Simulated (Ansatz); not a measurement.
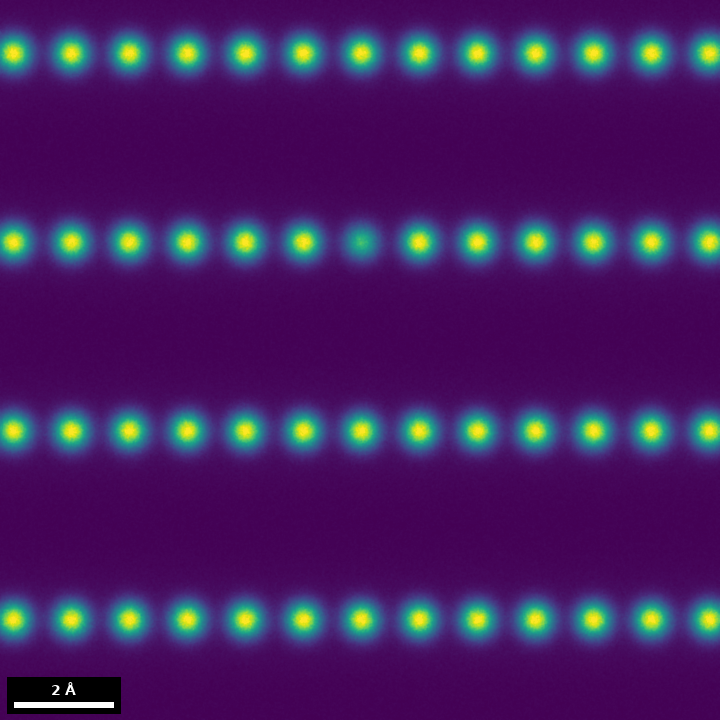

HAADF-like image of C (C2/m, No. 12) along [102]. The image is simulated as a sum over atoms of Z^1.7, blurred by a 0.56 Å probe (no channelling). The probe carries 15 % of its weight in a tail 2.5 times as wide. Shot noise was added.

The sample is 3 repeats (14.5 Å) thick. One point defect was put into the perfect crystal, without relaxing the atoms around it. Brightness is counted from the darkest point of the image. Host structure: the geometry relaxed with DFT PBE, scalar-relativistic, plane waves, PAW in Ansatz 0.2.0; the starting structure was generated, so it need not be a known form of this composition.

Question: Where is the defect (in Å from the left and the top edge), and what does its contrast suggest?

Answer: At about 7 Å from the left and 5 Å from the top. The column is dimmer, which points to a vacancy or a lighter atom. The column holds 3 atoms (C) through the sample, and one C atom is missing, so its peak drops to about 65 % of that of its equals.
